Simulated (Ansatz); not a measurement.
## Geometry relaxation of Al₄As₄H (part 3 of 3)

Continued. System: Al₄As₄H (slab, 9 atoms in the cell). Method: DFT PBEsol, scalar-relativistic, plane waves, PAW, spin-polarised (Ansatz 0.2.0); cutoff 420 eV, 7×5×1 k-mesh, Gaussian smearing of 0.05 eV, collinear spins. The structure derives from an entry of the Crystallography Open Database. The input holds or restrains some coordinates. Forces given for the steps count only the free coordinates. It belongs to a series of runs on one base structure; here: H put at a top As site.

Geometry of the input (Å; fractional positions):
```
4.0125  0.0000  0.0000
0.0000  5.6746  0.0000
0.0000  0.0000  25.0188
Al 0.5000  0.5000  0.3397
As 0.0000  0.2500  0.3397
Al 0.0000  0.0000  0.4199
As 0.5000  0.7500  0.4199
Al 0.5000  0.5024  0.5037
As 0.0000  0.2549  0.5004
Al 0.0000  -0.0744  0.5609
As 0.5000  0.7192  0.5886
H  0.5000  0.7192  0.6486
```

## Output, continued
```
  k-point 11 ↓: bands = ["-36.3941", "-36.3715", "-36.3394", "-36.3111", "-36.3094", "-35.9571", "-35.9525", "-35.9522", "-35.9466", "-35.9405", "-35.9232", "-35.9180", "-35.9114", "-35.8829", "-35.8808", "-35.2336", "-35.2316", "-35.1686", "-35.1488", "-35.1345", "-12.3750", "-11.7046", "-11.5961", "-10.6226", "-7.4081", "-6.6033", "-6.1811", "-6.0166", "-5.6569", "-4.2361", "-3.9375", "-3.5816", "-3.2805", "-2.7741", "-2.6122", "-1.2651", "-0.4068", "-0.1345", "1.5155", "1.9050", "2.1793", "2.4161", "2.7868", "3.0936", "3.4747", "3.6839"]
--- Relaxed structure (13 steps of the walk, 13 accepted, 0 SCFs on fresh bases) ---
  F+E_penalty+E_count = -21365.60764260 eV   max|allowed force component| = 1.789e-2 eV/Å
  atoms:
    - { symbol: Al, position: [0.5, 0.49999999999999994, 0.3397442611] }
    - { symbol: As, position: [0.0, 0.24999999999999997, 0.3397442611] }
    - { symbol: Al, position: [0.0, 0.0, 0.4199348117000001] }
    - { symbol: As, position: [0.5, 0.75, 0.4199348117000001] }
    - { symbol: Al, position: [0.5, 0.4867148979630851, 0.5001563404671464] }
    - { symbol: As, position: [0.0, 0.23018494723747193, 0.5053066614425105] }
    - { symbol: Al, position: [0.0, -0.18415014293356, 0.5370333854584156] }
    - { symbol: As, position: [0.5, 0.7467384893317052, 0.5923099916896197] }
    - { symbol: H, position: [0.5, 0.48090909240319146, 0.6036143046041021] }
--- Löwdin populations: 9 sites ---
  site symbol       q [e]    m [muB]
     0     Al      2.5202    -0.0636
     1     As     15.4319     0.0022
     2     Al      2.6372    -0.0044
     3     As     15.2920    -0.0011
     4     Al      2.6481    -0.0071
     5     As     15.3274    -0.0053
     6     Al      2.7393    -0.0202
     7     As     15.1292    -0.0156
     8      H      0.9362     0.0001
  spilling = 0.004637 (of n_electrons = 73.000000)
```

## File populations.tsv
```
# site	symbol	l	j	q_up	q_dn
# orbitals = lowdin
# n_electrons = 73.000000
# spilling = 0.004637
0	Al	0_3S	-	0.507299	0.527173
0	Al	1_3P	-	0.721007	0.764753
1	As	0_4S	-	0.783211	0.783303
1	As	1_4P	-	1.935192	1.932850
1	As	2_3D	-	4.998674	4.998683
2	Al	0_3S	-	0.443239	0.445781
2	Al	1_3P	-	0.873137	0.875007
3	As	0_4S	-	0.751316	0.754150
3	As	1_4P	-	1.895824	1.894100
3	As	2_3D	-	4.998318	4.998328
4	Al	0_3S	-	0.430865	0.432155
4	Al	1_3P	-	0.889632	0.895462
5	As	0_4S	-	0.756888	0.758610
5	As	1_4P	-	1.905796	1.909323
5	As	2_3D	-	4.998366	4.998370
6	Al	0_3S	-	0.473968	0.478644
6	Al	1_3P	-	0.885585	0.901064
7	As	0_4S	-	0.793449	0.793640
7	As	1_4P	-	1.765144	1.780520
7	As	2_3D	-	4.998245	4.998244
8	H	0_1S	-	0.468160	0.468034
```

## Trajectory as extended XYZ (Å, eV, eV/Å), 11 of the 13 frames kept, from step=1 to step=13
```
9
Lattice="4.0125 0.0000 0.0000 0.0000 5.6746 0.0000 0.0000 0.0000 25.0188" Properties=species:S:1:pos:R:3:forces:R:3 step=1 energy=-21365.12141
Al    2.0063    2.8373    8.5000    0.0000  -1.0228   0.9164
As    0.0000    1.4186    8.5000    0.0000   0.1795  -0.9221
Al    0.0000    0.0000   10.5063    0.0000   0.2974  -0.2030
As    2.0063    4.2559   10.5063    0.0000   0.3683   0.2862
Al    2.0063    2.8509   12.6030    0.0000  -0.2113  -0.6338
As    0.0000    1.4463   12.5192    0.0000  -0.0869   0.3434
Al    0.0000   -0.4221   14.0336    0.0000   0.1601  -0.5486
As    2.0063    4.0813   14.7263    0.0000   0.6561  -0.0072
H     2.0063    4.0813   16.2263    0.0000  -0.3404   0.7690
9
Lattice="4.0125 0.0000 0.0000 0.0000 5.6746 0.0000 0.0000 0.0000 25.0188" Properties=species:S:1:pos:R:3:forces:R:3 step=2 energy=-21365.26483
Al    2.0063    2.8373    8.5000    0.0000  -1.0520   0.9117
As    0.0000    1.4186    8.5000    0.0000   0.2088  -0.9516
Al    0.0000    0.0000   10.5063    0.0000   0.3783  -0.1267
As    2.0063    4.2559   10.5063    0.0000   0.4753   0.1399
Al    2.0063    2.8828   12.5838    0.0000  -0.0355  -0.0578
As    0.0000    1.4837   12.5112    0.0000   0.0657   0.1078
Al    0.0000   -0.4122   13.9342    0.0000  -0.2550  -0.0353
As    2.0063    4.1581   14.7689    0.0000   0.3455   0.1636
H     2.0063    3.9034   16.3018    0.0000  -0.1310  -0.1514
9
Lattice="4.0125 0.0000 0.0000 0.0000 5.6746 0.0000 0.0000 0.0000 25.0188" Properties=species:S:1:pos:R:3:forces:R:3 step=3 energy=-21365.30774
Al    2.0063    2.8373    8.5000    0.0000  -1.0836   0.9307
As    0.0000    1.4186    8.5000    0.0000   0.2436  -0.9917
Al    0.0000    0.0000   10.5063    0.0000   0.4353  -0.0327
As    2.0063    4.2559   10.5063    0.0000   0.5016   0.1103
Al    2.0063    2.8895   12.5844    0.0000   0.0108   0.1057
As    0.0000    1.4893   12.5239    0.0000   0.0525  -0.0060
Al    0.0000   -0.4696   13.8577    0.0000  -0.2001   0.0169
As    2.0063    4.2021   14.7691    0.0000  -0.0045   0.3091
H     2.0063    3.7161   16.2617    0.0000   0.0444  -0.4422
9
Lattice="4.0125 0.0000 0.0000 0.0000 5.6746 0.0000 0.0000 0.0000 25.0188" Properties=species:S:1:pos:R:3:forces:R:3 step=5 energy=-21365.40173
Al    2.0063    2.8373    8.5000    0.0000  -1.1695   1.0375
As    0.0000    1.4186    8.5000    0.0000   0.3463  -1.1309
Al    0.0000    0.0000   10.5063    0.0000   0.4832   0.0488
As    2.0063    4.2559   10.5063    0.0000   0.5032   0.1012
Al    2.0063    2.8972   12.6176    0.0000  -0.1614  -0.1522
As    0.0000    1.4854   12.5282    0.0000  -0.0438   0.0211
Al    0.0000   -0.6498   13.6286    0.0000  -0.0573  -0.0122
As    2.0063    4.2610   14.7294    0.0000   0.1163   0.3007
H     2.0063    3.4359   16.0247    0.0000  -0.0169  -0.2139
9
Lattice="4.0125 0.0000 0.0000 0.0000 5.6746 0.0000 0.0000 0.0000 25.0188" Properties=species:S:1:pos:R:3:forces:R:3 step=6 energy=-21365.44360
Al    2.0063    2.8373    8.5000    0.0000  -1.1697   1.0520
As    0.0000    1.4186    8.5000    0.0000   0.3525  -1.1322
Al    0.0000    0.0000   10.5063    0.0000   0.4743   0.0154
As    2.0063    4.2559   10.5063    0.0000   0.4552   0.1395
Al    2.0063    2.8768   12.6222    0.0000  -0.0141  -0.1876
As    0.0000    1.4613   12.5427    0.0000  -0.0390   0.0582
Al    0.0000   -0.7238   13.5699    0.0000  -0.1173  -0.0485
As    2.0063    4.2969   14.7426    0.0000  -0.0418   0.3975
H     2.0063    3.2830   15.9035    0.0000   0.1003  -0.2945
9
Lattice="4.0125 0.0000 0.0000 0.0000 5.6746 0.0000 0.0000 0.0000 25.0188" Properties=species:S:1:pos:R:3:forces:R:3 step=7 energy=-21365.49651
Al    2.0063    2.8373    8.5000    0.0000  -1.1698   1.0639
As    0.0000    1.4186    8.5000    0.0000   0.3506  -1.1315
Al    0.0000    0.0000   10.5063    0.0000   0.5389   0.0573
As    2.0063    4.2559   10.5063    0.0000   0.4271   0.0934
Al    2.0063    2.8601   12.6085    0.0000  -0.0605  -0.1220
As    0.0000    1.4205   12.5842    0.0000  -0.0336  -0.0090
Al    0.0000   -0.8416   13.4946    0.0000  -0.1190   0.0293
As    2.0063    4.3333   14.7717    0.0000  -0.2083   0.4633
H     2.0063    3.1437   15.7739    0.0000   0.2766  -0.4437
9
Lattice="4.0125 0.0000 0.0000 0.0000 5.6746 0.0000 0.0000 0.0000 25.0188" Properties=species:S:1:pos:R:3:forces:R:3 step=8 energy=-21365.55014
Al    2.0063    2.8373    8.5000    0.0000  -1.1598   1.0758
As    0.0000    1.4186    8.5000    0.0000   0.3416  -1.1220
Al    0.0000    0.0000   10.5063    0.0000   0.5209   0.0359
As    2.0063    4.2559   10.5063    0.0000   0.3873   0.0800
Al    2.0063    2.8354   12.5990    0.0000   0.0085  -0.1050
As    0.0000    1.3792   12.6040    0.0000  -0.0112   0.0618
Al    0.0000   -0.9276   13.4726    0.0000  -0.0459  -0.0003
As    2.0063    4.3872   14.8190    0.0000  -0.3420   0.3182
H     2.0063    3.0474   15.6060    0.0000   0.3012  -0.3437
9
Lattice="4.0125 0.0000 0.0000 0.0000 5.6746 0.0000 0.0000 0.0000 25.0188" Properties=species:S:1:pos:R:3:forces:R:3 step=9 energy=-21365.58405
Al    2.0063    2.8373    8.5000    0.0000  -1.1418   1.0750
As    0.0000    1.4186    8.5000    0.0000   0.3170  -1.0923
Al    0.0000    0.0000   10.5063    0.0000   0.5755   0.1575
As    2.0063    4.2559   10.5063    0.0000   0.3952  -0.0306
Al    2.0063    2.8130   12.5549    0.0000  -0.0656   0.0452
As    0.0000    1.3480   12.6494    0.0000  -0.0068  -0.1219
Al    0.0000   -0.9846   13.4666    0.0000  -0.0416   0.0660
As    2.0063    4.3450   14.8399    0.0000  -0.0842   0.0455
H     2.0063    2.9360   15.4465    0.0000   0.0531  -0.1442
9
Lattice="4.0125 0.0000 0.0000 0.0000 5.6746 0.0000 0.0000 0.0000 25.0188" Properties=species:S:1:pos:R:3:forces:R:3 step=11 energy=-21365.60730
Al    2.0063    2.8373    8.5000    0.0000  -1.1219   1.0650
As    0.0000    1.4186    8.5000    0.0000   0.2982  -1.0475
Al    0.0000    0.0000   10.5063    0.0000   0.4978   0.0632
As    2.0063    4.2559   10.5063    0.0000   0.3093  -0.0505
Al    2.0063    2.7544   12.5148    0.0000   0.0100  -0.0003
As    0.0000    1.2962   12.6483    0.0000   0.0174  -0.0145
Al    0.0000   -1.0529   13.4463    0.0000  -0.0038  -0.0139
As    2.0063    4.2340   14.8274    0.0000  -0.0857   0.0192
H     2.0063    2.7242   15.1225    0.0000   0.0787  -0.0207
9
Lattice="4.0125 0.0000 0.0000 0.0000 5.6746 0.0000 0.0000 0.0000 25.0188" Properties=species:S:1:pos:R:3:forces:R:3 step=12 energy=-21365.60764
Al    2.0063    2.8373    8.5000    0.0000  -1.1262   1.0593
As    0.0000    1.4186    8.5000    0.0000   0.3036  -1.0500
Al    0.0000    0.0000   10.5063    0.0000   0.5056   0.0572
As    2.0063    4.2559   10.5063    0.0000   0.3306  -0.0700
Al    2.0063    2.7619   12.5133    0.0000  -0.0114  -0.0004
As    0.0000    1.3062   12.6422    0.0000  -0.0087  -0.0018
Al    0.0000   -1.0450   13.4359    0.0000   0.0073   0.0029
As    2.0063    4.2374   14.8189    0.0000  -0.0179   0.0050
H     2.0063    2.7290   15.1017    0.0000   0.0171  -0.0022
9
Lattice="4.0125 0.0000 0.0000 0.0000 5.6746 0.0000 0.0000 0.0000 25.0188" Properties=species:S:1:pos:R:3:forces:R:3 step=13 energy=-21365.60764
Al    2.0063    2.8373    8.5000    0.0000  -1.1262   1.0593
As    0.0000    1.4186    8.5000    0.0000   0.3036  -1.0500
Al    0.0000    0.0000   10.5063    0.0000   0.5056   0.0571
As    2.0063    4.2559   10.5063    0.0000   0.3306  -0.0699
Al    2.0063    2.7619   12.5133    0.0000  -0.0114  -0.0005
As    0.0000    1.3062   12.6422    0.0000  -0.0087  -0.0018
Al    0.0000   -1.0450   13.4359    0.0000   0.0073   0.0029
As    2.0063    4.2374   14.8189    0.0000  -0.0179   0.0050
H     2.0063    2.7290   15.1017    0.0000   0.0171  -0.0022
```

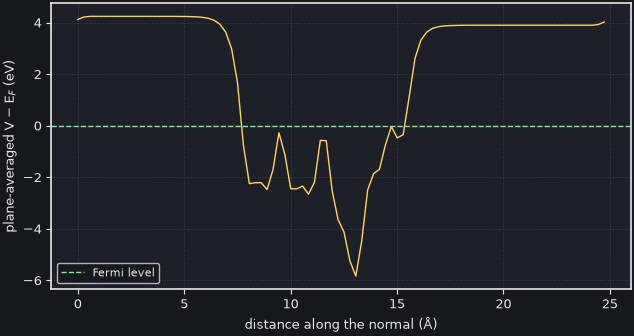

Figure 1. Plane average of the electrostatic potential energy of an electron across the cell, from the Fermi level. The vacuum level lies 3.90 eV above the Fermi level on the upper side and 4.24 eV on the lower.

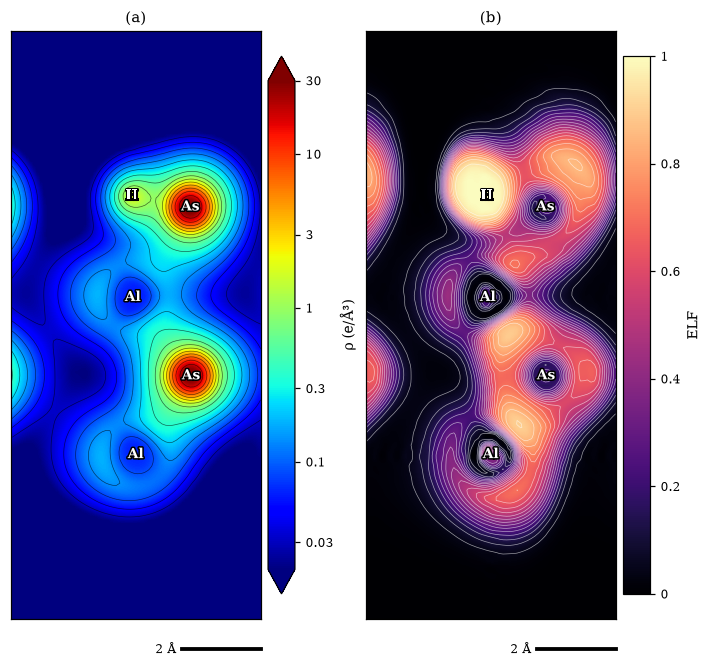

Figure 2. (a) valence charge density (pseudo); (b) electron localisation function on the (100) plane of the calculation cell, a cut from vacuum to vacuum. Atoms in the plane: Al, As and H. As–H (1.53 Å): ρ at the midpoint is about 1.3 e/Å³, with its minimum of 0.97 e/Å³ about 1.0 Å from As; the ELF climbs to about 1 towards the hydrogen, as it does in any bond to H. Al–As (2.46 Å): the density is about 0.46 e/Å³ at the midpoint; the ELF peaks at about 0.90 between the atoms (localised, shared-pair bonding). Al–As (2.50 Å): ρ is about 0.43 e/Å³ halfway; the ELF peaks at about 0.90 between the atoms (a shared electron pair). Al–As (2.74 Å): ρ is about 0.29 e/Å³ halfway; the ELF peaks at about 0.70 between the atoms. The density dies away to nearly zero in the vacuum. Core electrons are frozen (PAW), so the fields are smoothed inside the atomic spheres.

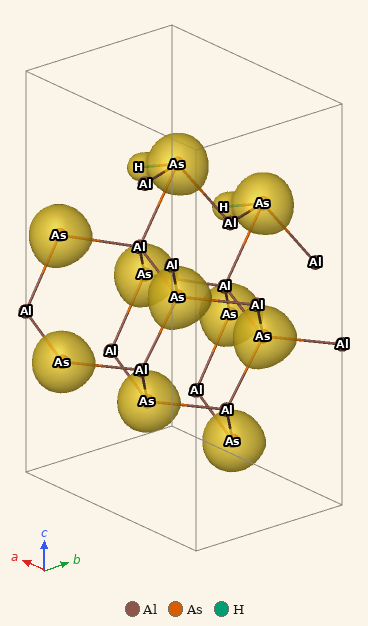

Figure 3. Isosurface of the valence electron density at 0.6 e/Å³ (yellow), seen at an oblique angle. Sticks mark near contacts. At this value the density breaks into separate islands; it holds about 65 % of the electrons treated as valence. It is pinched off along the Al–As (2.46 Å), Al–As (2.50 Å) and Al–As (2.74 Å) contacts. On the grid the lowest density along these lines, outside the cores, is 0.97 e/Å³ (As–H, 1.53 Å), 0.35 e/Å³ (Al–As, 2.46 Å), 0.32 e/Å³ (Al–As, 2.50 Å) and 0.22 e/Å³ (Al–As, 2.74 Å).

## Results in brief

```csv
quantity,value
outcome,converged under the restraints of the input
electrons treated,73
free energy,−21365.6076 eV
"work function, top face",3.90 eV
"work function, bottom face",4.24 eV
Fermi energy,−0.403 eV
gap on the k-point mesh,none (metallic)
net moment of the cell,−0.12 μB
integrated absolute moment,0.13 μB
final volume,569.67 Å³
work function (upper face),3.90 eV
"largest force (length of the vector) at the end, held atoms and coordinates included",1.546 eV/Å
wall time,6.1 min (CPU time 12 min)
peak memory,1.1 GiB
```

## Remarks

The program warns: some starting moments were not kept; the exchange-correlation potential is rough where the density is thin.
